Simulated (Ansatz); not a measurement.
HfN: geometry relaxation (part 1 of 2)

HfN (P1, 2 atoms in the cell), computed with DFT PBEsol, scalar-relativistic, plane waves, PAW, no spin polarisation (Ansatz 0.2.0).

The structure derives from a Materials Project entry. It belongs to a series of runs on one base structure; here: all atoms moved at random, sigma 0.1 A a component; relaxed back. Figures and captions count atoms from 1; the log counts them from 0 in places.

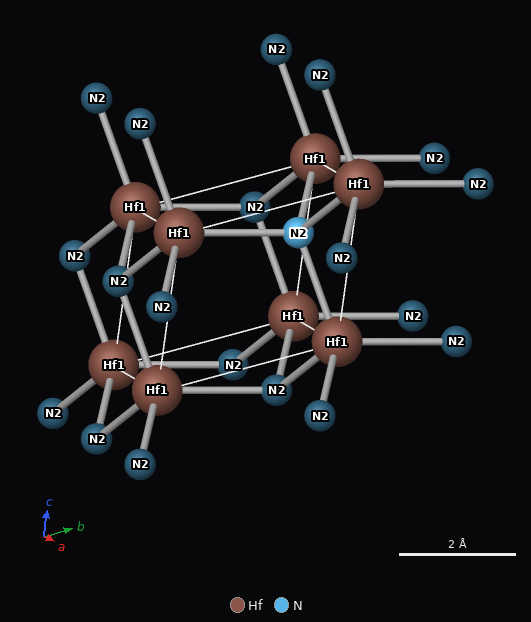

Figure 1. The starting structure (ball-and-stick view of the cell of the calculation, seen slightly off an axis; neighbours outside the cell are drawn fainter; atoms are numbered from 1 in the order of the input).

Key numbers

| quantity | value |
| --- | --- |
| outcome | converged |
| space group (tolerance 0.01 Å) | P1 (1) → F-43m (216) |
| electrons treated | 31 |
| free energy | −15979.5706 eV |
| Fermi energy | 18.196 eV |
| gap on the k-point mesh | none (metallic) |
| pressure | 0.02 GPa |
| final volume | 28.84 Å³ |
| largest force (length of the vector) at the end | under 0.001 eV/Å |
| final cell | a = 3.442 Å, b = 3.442 Å, c = 3.442 Å, α = 60.00°, β = 60.00°, γ = 60.00° |
| hardware | 1 thread of Oxide Virtual Turin-like (Zen 5), 32 GiB of memory available, shared host |
| wall time | 2.8 min |
| peak memory | 0.87 GiB |

Remarks

Spin–orbit coupling is left out, which matters for Hf. The cell holds an odd number of electrons but the run has no spin polarisation, so it comes out as a metal.

Input file
```yaml
crystal:
  lattice:
    - [0.0, 2.43353409, 2.43353409]
    - [2.43353409, 0.0, 2.43353409]
    - [2.43353409, 2.43353409, 0.0]
  atoms:
    - { symbol: Hf, position: [0.0129172337, -0.0066887448, 0.0147292811] }
    - { symbol: "N", position: [0.7370827663, 0.7566887448, 0.7352707189] }
basis:
  ecutwfc: 420
kpoints:
  mp_grid: { grid: [12, 12, 12] }
hamiltonian:
  xc: pbesol
scf:
  occupations: { method: gaussian, width: 0.15 }
output:
  forces: true
  stress: true
  eigenvalues: true
  write_density: true
  write_potential: true
  elf: true
  volumetric_format: npy
relax:
  adjacent_minimum: "off"
  f_tol: 0.01
  max_steps: 80
  cell: { stress_tol: 0.1 }
```

Launched with:
```bash
ansatz run input.yaml --threads 1 --pin off --max-ram 2560MiB --backend cpu --events-out ev --progress --plain --runs-dir out
```

The program's output
```
Engine: ansatz 0.2.0, x86_64-unknown-linux-gnu
Pseudopotentials: kind: paw
Pseudopotential: Hf, paw, valence charge 26, recommended cutoff 420 eV (normal), Hf.paw.azcp
Pseudopotential: N, paw, valence charge 5, recommended cutoff 420 eV (normal), N.paw.azcp
Functional definition: PBEsol
  exchange = pbesol_x
  correlation = pbesol_c
Crystal: 2 atoms, lattice volume = 28.823 Å³
Basis set: ecut = 420 eV, 537 PW (Γ), exchange–correlation on 48×48×48 points (8 copies of the dense FFT grid, shifted against one another)
Bands: 20, of which v1, the nominal top of the filled ones, is band 16 counted from 1 (15 counted from 0)
Symmetry: 1 space group operations
Space group: P1 (ITA 1), of the structure as read, at distance tolerance 3.1e-5 Å
k-points: 868 of 1728 (time reversal used)
Non-local potential: Hf, projectors of the file, l = 0: 3, l = 1: 2, l = 2: 2, l = 3: 3
Non-local potential: N, projectors of the file, l = 0: 2, l = 1: 2, l = 2: 1
PAW form: soft (Blöchl's): semilocal exchange-correlation on the pseudo side does not see the compensation charge
PAW frozen core: Hf, regenerated for the run's functional, and the local potential with it (the file was generated under x = pbe(κ = 0.804, μ = 0.2195149727645171), c = pbe(β = 0.06672455060314922))
PAW frozen core: N, regenerated for the run's functional, and the local potential with it (the file was generated under x = pbe(κ = 0.804, μ = 0.2195149727645171), c = pbe(β = 0.06672455060314922))
PAW one-centre angular grid: Hf, 590 points (default); XC on 64 Gauss nodes
PAW one-centre angular grid: N, 110 points (default); XC on 64 Gauss nodes
Initial density: superposition of atomic densities (neutral atoms: chi_scale 0, normalization atom), corrected by the library's trained network
Initial wavefunctions: pseudopotential atomic-orbital guess
Functional: x = pbesol(κ = 0.804, μ = 0.12345679012345678), c = pbesol(β = 0.046)
SCF iter   1: F=—  HF=-15979.466444 eV  |F-HF|=—  |Δ(HF+E_count)|=         —  Δρ=1.56e-2  dr2=7.37e-2  ethr=1.77e-3  ⟨swp⟩=4.3  Hψ=66823  notcnv=0
preconditioner: auto → Kerker (q_TF=auto, 2.762 Å⁻¹)  [metal: Δε(μ)=0.004 eV  Ē_g=18.357 eV  σ=0.150 eV  W_gap=0.02  n_scr=14 (ndim 8)  ℏωp=37.2 eV  f_vac=0.003  D(μ)=0.67/eV (n_scr^D=0)]
SCF iter   2: F=—  HF=-15979.449503 eV  |F-HF|=—  |Δ(HF+E_count)|=   1.69e-2  Δρ=3.16e-3  dr2=2.80e-3  ethr=2.38e-4  ⟨swp⟩=1.2  Hψ=24574  notcnv=0  defer=44
SCF iter   3: F=—  HF=-15979.449371 eV  |F-HF|=—  |Δ(HF+E_count)|=   1.32e-4  Δρ=1.45e-3  dr2=4.58e-4  ethr=9.04e-6  ⟨swp⟩=2.6  Hψ=27173  notcnv=0  defer=44
SCF iter   4: F=—  HF=-15979.449459 eV  |F-HF|=—  |Δ(HF+E_count)|=   8.78e-5  Δρ=6.77e-4  dr2=1.29e-4  ethr=1.48e-6  ⟨swp⟩=2.0  Hψ=29393  notcnv=0  defer=44
SCF iter   5: F=—  HF=-15979.449423 eV  |F-HF|=—  |Δ(HF+E_count)|=   3.54e-5  Δρ=2.59e-4  dr2=2.20e-5  ethr=4.17e-7  ⟨swp⟩=2.2  Hψ=26873  notcnv=0  defer=44
SCF iter   6: F=—  HF=-15979.449422 eV  |F-HF|=—  |Δ(HF+E_count)|=   1.29e-6  Δρ=7.59e-5  dr2=1.79e-6  ethr=7.10e-8  ⟨swp⟩=2.2  Hψ=22421  notcnv=0  defer=44
SCF iter   7: F=—  HF=-15979.449422 eV  |F-HF|=—  |Δ(HF+E_count)|=   1.27e-8  Δρ=2.32e-5  dr2=1.15e-7  ethr=5.78e-9  ⟨swp⟩=2.0  Hψ=26954  notcnv=0  defer=44
SCF iter   8: F=-15979.449422 eV  HF=-15979.449422 eV  |F-HF|=4.49e-9  |Δ(HF+E_count)|=   1.07e-7  Δρ=4.13e-6  dr2=5.73e-9  ethr=3.23e-10  ⟨swp⟩=9.9  Hψ=116737  notcnv=0
SCF 1 converged in 8 iterations: F = -15979.449422 eV  dr2 = 5.73e-9
  greatest PAW one-centre occupation: 0.998 electrons in one spin orbital (limit 2), on the Hf atom at site 0 (counted from 0), in its partial waves of l = 3
relax step   1: F+E_penalty+E_count = -15979.44942208 eV  Δ(F+E_penalty+E_count) = +0.000e0 eV  max|allowed force component| = 1.679e0 eV/Å  Δτ_max = 0.0000 Å  P = +2.143 GPa  Ω = 28.823 Å³  (8 SCF iters, dr2 threshold 1.00e-7 eV, accepted)
Crystal: 2 atoms, lattice volume = 28.815 Å³
Initial density: handed on by an earlier stage of this run
Initial wavefunctions: those handed on with the density
iter 1 solved again at ethr=4.12e-5 eV; its pass at ethr=3.10e-3 eV (dr2=1.28e-2 eV) is discarded
SCF iter   1: F=—  HF=-15979.560164 eV  |F-HF|=—  |Δ(HF+E_count)|=         —  Δρ=1.00e-2  dr2=1.29e-2  ethr=4.12e-5  ⟨swp⟩=1.8  Hψ=82115  notcnv=0
preconditioner: auto → Kerker (q_TF=auto, 2.762 Å⁻¹)  [metal: Δε(μ)=0.003 eV  Ē_g=18.370 eV  σ=0.150 eV  W_gap=0.01  n_scr=14 (ndim 8)  ℏωp=37.3 eV  f_vac=0.009  D(μ)=0.85/eV (n_scr^D=8)]
SCF iter   2: F=—  HF=-15979.557002 eV  |F-HF|=—  |Δ(HF+E_count)|=   3.16e-3  Δρ=5.47e-3  dr2=4.57e-3  ethr=4.12e-5  ⟨swp⟩=1.0  Hψ=17360  notcnv=0
SCF iter   3: F=—  HF=-15979.555356 eV  |F-HF|=—  |Δ(HF+E_count)|=   1.65e-3  Δρ=6.23e-4  dr2=8.48e-5  ethr=1.47e-5  ⟨swp⟩=2.0  Hψ=27196  notcnv=0
SCF iter   4: F=—  HF=-15979.555366 eV  |F-HF|=—  |Δ(HF+E_count)|=   1.06e-5  Δρ=2.93e-4  dr2=1.85e-5  ethr=2.74e-7  ⟨swp⟩=2.0  Hψ=30865  notcnv=0
SCF iter   5: F=—  HF=-15979.555346 eV  |F-HF|=—  |Δ(HF+E_count)|=   2.00e-5  Δρ=1.17e-4  dr2=4.33e-6  ethr=5.98e-8  ⟨swp⟩=2.0  Hψ=30909  notcnv=0
SCF iter   6: F=—  HF=-15979.555346 eV  |F-HF|=—  |Δ(HF+E_count)|=   7.25e-7  Δρ=4.99e-5  dr2=8.72e-7  ethr=1.40e-8  ⟨swp⟩=2.0  Hψ=26661  notcnv=0
SCF iter   7: F=-15979.555346 eV  HF=-15979.555346 eV  |F-HF|=1.23e-8  |Δ(HF+E_count)|=   5.05e-8  Δρ=1.55e-5  dr2=6.62e-8  ethr=6.45e-10  ⟨swp⟩=9.1  Hψ=128056  notcnv=0
SCF 2 converged in 7 iterations: F = -15979.555346 eV  dr2 = 6.62e-8
relax step   2: F+E_penalty+E_count = -15979.55534569 eV  Δ(F+E_penalty+E_count) = -1.059e-1 eV  max|allowed force component| = 5.864e-1 eV/Å  Δτ_max = 0.0469 Å  P = +0.446 GPa  Ω = 28.815 Å³  energy of the carried Pulay correction = +2.030e-5 eV  (7 SCF iters, dr2 threshold 2.00e-7 eV, accepted)
Crystal: 2 atoms, lattice volume = 28.676 Å³
iter 1 solved again at ethr=1.46e-5 eV; its pass at ethr=3.10e-3 eV (dr2=4.52e-3 eV) is discarded
SCF iter   1: F=—  HF=-15979.571948 eV  |F-HF|=—  |Δ(HF+E_count)|=         —  Δρ=5.48e-3  dr2=4.84e-3  ethr=1.46e-5  ⟨swp⟩=2.0  Hψ=81734  notcnv=0
preconditioner: auto → Kerker (q_TF=auto, 2.764 Å⁻¹)  [metal: Δε(μ)=0.005 eV  Ē_g=18.399 eV  σ=0.150 eV  W_gap=0.02  n_scr=14 (ndim 8)  ℏωp=37.3 eV  f_vac=0.008  D(μ)=0.98/eV (n_scr^D=8)]
SCF iter   2: F=—  HF=-15979.570660 eV  |F-HF|=—  |Δ(HF+E_count)|=   1.29e-3  Δρ=2.98e-3  dr2=1.71e-3  ethr=1.46e-5  ⟨swp⟩=1.0  Hψ=17360  notcnv=0
SCF iter   3: F=—  HF=-15979.570023 eV  |F-HF|=—  |Δ(HF+E_count)|=   6.37e-4  Δρ=4.57e-4  dr2=5.10e-5  ethr=5.50e-6  ⟨swp⟩=2.0  Hψ=27324  notcnv=0
SCF iter   4: F=—  HF=-15979.569980 eV  |F-HF|=—  |Δ(HF+E_count)|=   4.35e-5  Δρ=2.74e-4  dr2=1.50e-5  ethr=1.65e-7  ⟨swp⟩=2.0  Hψ=30875  notcnv=0
SCF iter   5: F=—  HF=-15979.569976 eV  |F-HF|=—  |Δ(HF+E_count)|=   3.77e-6  Δρ=1.17e-4  dr2=3.41e-6  ethr=4.83e-8  ⟨swp⟩=2.0  Hψ=25925  notcnv=0
SCF iter   6: F=—  HF=-15979.569975 eV  |F-HF|=—  |Δ(HF+E_count)|=   4.19e-7  Δρ=3.28e-5  dr2=3.55e-7  ethr=1.10e-8  ⟨swp⟩=2.0  Hψ=20561  notcnv=0
SCF iter   7: F=-15979.569975 eV  HF=-15979.569975 eV  |F-HF|=3.65e-8  |Δ(HF+E_count)|=   1.93e-8  Δρ=9.12e-6  dr2=1.87e-8  ethr=6.45e-10  ⟨swp⟩=10.0  Hψ=130597  notcnv=0
SCF 3 converged in 7 iterations: F = -15979.569975 eV  dr2 = 1.87e-8
  Residual-converged pass: ⟨swp⟩=1.1  Hψ=20882  notcnv=0  max |occ|·‖R‖ = 7.1e-9 eV (tolerance 1.0e-8 eV)  dr2=1.87e-8  dr2_onsite=4.08e-8  max |Δocc| = 1.3e-10
relax step   3: F+E_penalty+E_count = -15979.56997538 eV  Δ(F+E_penalty+E_count) = -1.463e-2 eV  max|allowed force component| = 4.616e-2 eV/Å  Δτ_max = 0.0218 Å  P = +1.177 GPa  Ω = 28.676 Å³  energy of the carried Pulay correction = +3.577e-4 eV  (7 SCF iters, dr2 threshold 2.00e-7 eV, accepted)
Crystal: 2 atoms, lattice volume = 28.836 Å³
iter 1 solved again at ethr=1.06e-6 eV; its pass at ethr=3.10e-3 eV (dr2=3.29e-4 eV) is discarded
SCF iter   1: F=—  HF=-15979.570692 eV  |F-HF|=—  |Δ(HF+E_count)|=         —  Δρ=1.31e-3  dr2=2.99e-4  ethr=1.06e-6  ⟨swp⟩=2.1  Hψ=89882  notcnv=0
preconditioner: auto → Kerker (q_TF=auto, 2.761 Å⁻¹)  [metal: Δε(μ)=0.104 eV  Ē_g=18.384 eV  σ=0.150 eV  W_gap=0.34  n_scr=14 (ndim 8)  ℏωp=37.2 eV  f_vac=0.009  D(μ)=0.98/eV (n_scr^D=8)]
SCF iter   2: F=—  HF=-15979.570634 eV  |F-HF|=—  |Δ(HF+E_count)|=   5.80e-5  Δρ=6.16e-4  dr2=5.67e-5  ethr=9.64e-7  ⟨swp⟩=2.0  Hψ=23605  notcnv=0
SCF iter   3: F=—  HF=-15979.570626 eV  |F-HF|=—  |Δ(HF+E_count)|=   7.44e-6  Δρ=2.17e-4  dr2=1.15e-5  ethr=1.83e-7  ⟨swp⟩=2.6  Hψ=28748  notcnv=0
SCF iter   4: F=—  HF=-15979.570625 eV  |F-HF|=—  |Δ(HF+E_count)|=   1.32e-6  Δρ=8.65e-5  dr2=2.70e-6  ethr=3.72e-8  ⟨swp⟩=2.0  Hψ=29168  notcnv=0
SCF iter   5: F=—  HF=-15979.570623 eV  |F-HF|=—  |Δ(HF+E_count)|=   1.85e-6  Δρ=5.19e-5  dr2=6.79e-7  ethr=8.72e-9  ⟨swp⟩=2.0  Hψ=30868  notcnv=0
SCF iter   6: F=-15979.570623 eV  HF=-15979.570623 eV  |F-HF|=4.37e-9  |Δ(HF+E_count)|=   4.19e-8  Δρ=1.20e-5  dr2=3.94e-8  ethr=6.45e-10  ⟨swp⟩=9.1  Hψ=140067  notcnv=0
SCF 4 converged in 6 iterations: F = -15979.570623 eV  dr2 = 3.94e-8
  Residual-converged pass: ⟨swp⟩=1.0  Hψ=20838  notcnv=0  max |occ|·‖R‖ = 7.1e-9 eV (tolerance 1.0e-8 eV)  dr2=3.94e-8  dr2_onsite=8.64e-9  max |Δocc| = 2.4e-10
relax step   4: F+E_penalty+E_count = -15979.57062325 eV  Δ(F+E_penalty+E_count) = -6.479e-4 eV  max|allowed force component| = 1.614e-3 eV/Å  Δτ_max = 0.0051 Å  P = +0.013 GPa  Ω = 28.836 Å³  energy of the carried Pulay correction = -3.017e-5 eV  (6 SCF iters, dr2 threshold 2.00e-7 eV, accepted)
Crystal: 2 atoms, lattice volume = 28.837 Å³
iter 1 solved again at ethr=3.43e-9 eV; its pass at ethr=3.10e-3 eV (dr2=1.06e-6 eV) is discarded
SCF iter   1: F=—  HF=-15979.570627 eV  |F-HF|=—  |Δ(HF+E_count)|=         —  Δρ=9.70e-5  dr2=1.03e-6  ethr=3.43e-9  ⟨swp⟩=3.3  Hψ=98034  notcnv=0
preconditioner: auto → Kerker (q_TF=auto, 2.761 Å⁻¹)  [metal: Δε(μ)=0.110 eV  Ē_g=18.384 eV  σ=0.150 eV  W_gap=0.36  n_scr=14 (ndim 8)  ℏωp=37.2 eV  f_vac=0.009  D(μ)=0.98/eV (n_scr^D=8)]
SCF iter   2: F=—  HF=-15979.570630 eV  |F-HF|=—  |Δ(HF+E_count)|=   3.43e-6  Δρ=5.51e-5  dr2=3.68e-7  ethr=3.33e-9  ⟨swp⟩=1.0  Hψ=17360  notcnv=0
SCF iter   3: F=-15979.570630 eV  HF=-15979.570630 eV  |F-HF|=4.53e-9  |Δ(HF+E_count)|=   1.06e-8  Δρ=8.03e-6  dr2=2.02e-8  ethr=1.24e-10  ⟨swp⟩=6.3  Hψ=110379  notcnv=0
SCF 5 converged in 3 iterations: F = -15979.570630 eV  dr2 = 2.02e-8
relax step   5: F+E_penalty+E_count = -15979.57063002 eV  Δ(F+E_penalty+E_count) = -6.776e-6 eV  max|allowed force component| = 1.059e-4 eV/Å  Δτ_max = 0.0003 Å  P = +0.000 GPa  Ω = 28.837 Å³  energy of the carried Pulay correction = -3.448e-5 eV  (3 SCF iters, dr2 threshold 3.86e-8 eV, accepted)
Initial wavefunctions: pseudopotential atomic-orbital guess (no wavefunctions were taken with the density)
iter 1 solved again at ethr=2.29e-8 eV; its pass at ethr=3.10e-3 eV (dr2=7.10e-6 eV) is discarded
SCF iter   1: F=—  HF=-15979.570641 eV  |F-HF|=—  |Δ(HF+E_count)|=         —  Δρ=8.03e-6  dr2=1.99e-8  ethr=2.29e-8  ⟨swp⟩=3.2  Hψ=119507  notcnv=0
preconditioner: auto → Kerker (q_TF=auto, 2.761 Å⁻¹)  [metal: Δε(μ)=0.110 eV  Ē_g=18.384 eV  σ=0.150 eV  W_gap=0.36  n_scr=14 (ndim 8)  ℏωp=37.2 eV  f_vac=0.008  D(μ)=0.98/eV (n_scr^D=8)]
SCF iter   2: F=—  HF=-15979.570645 eV  |F-HF|=—  |Δ(HF+E_count)|=   3.61e-6  Δρ=5.27e-6  dr2=9.38e-9  ethr=6.43e-11  ⟨swp⟩=2.0  Hψ=29682  notcnv=0
SCF iter   3: F=—  HF=-15979.570645 eV  |F-HF|=—  |Δ(HF+E_count)|=   1.20e-9  Δρ=2.88e-6  dr2=3.08e-9  ethr=3.03e-11  ⟨swp⟩=2.0  Hψ=23456  notcnv=0
SCF iter   4: F=—  HF=-15979.570645 eV  |F-HF|=—  |Δ(HF+E_count)|=  3.02e-10  Δρ=7.44e-7  dr2=1.70e-10  ethr=9.92e-12  ⟨swp⟩=2.1  Hψ=27687  notcnv=0
SCF iter   5: F=-15979.570645 eV  HF=-15979.570645 eV  |F-HF|=5.46e-12  |Δ(HF+E_count)|=  1.46e-11  Δρ=3.63e-7  dr2=2.53e-11  ethr=1.00e-12  ⟨swp⟩=6.0  Hψ=85662  notcnv=0
SCF 6 converged in 5 iterations: F = -15979.570645 eV  dr2 = 2.53e-11
relax step   6: F+E_penalty+E_count = -15979.57064495 eV  Δ(F+E_penalty+E_count) = -1.493e-5 eV  max|allowed force component| = 8.693e-5 eV/Å  Δτ_max = 0.0000 Å  P = +0.021 GPa  Ω = 28.837 Å³  stress off target by 2.57e-2 GPa  SCF on the basis re-selected at this cell (its energy is not comparable with the rows above)  (5 SCF iters)
```

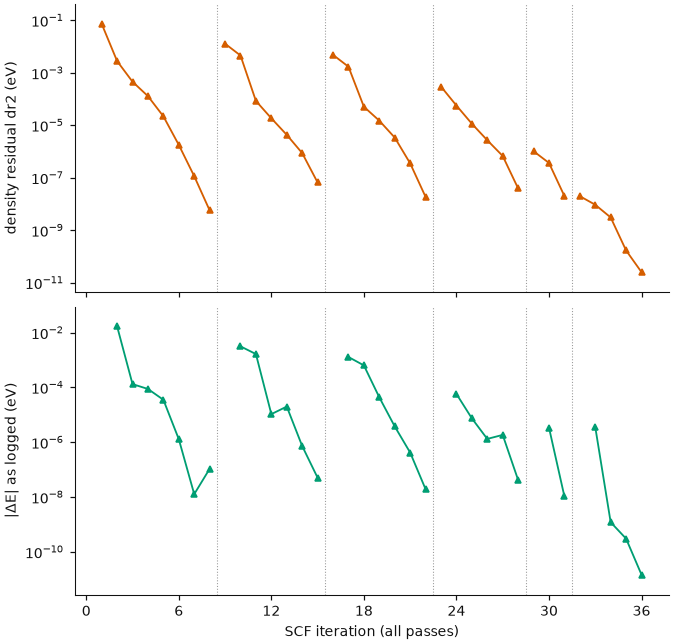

Figure 2. Convergence of the self-consistent field: density residual dr2 and size of the energy change against the SCF iteration. The dotted lines part the SCF passes of the relaxation: geometry steps, rejected trials and re-solves on a re-selected basis. The 6 passes take 3 to 8 iterations each, 36 in all.
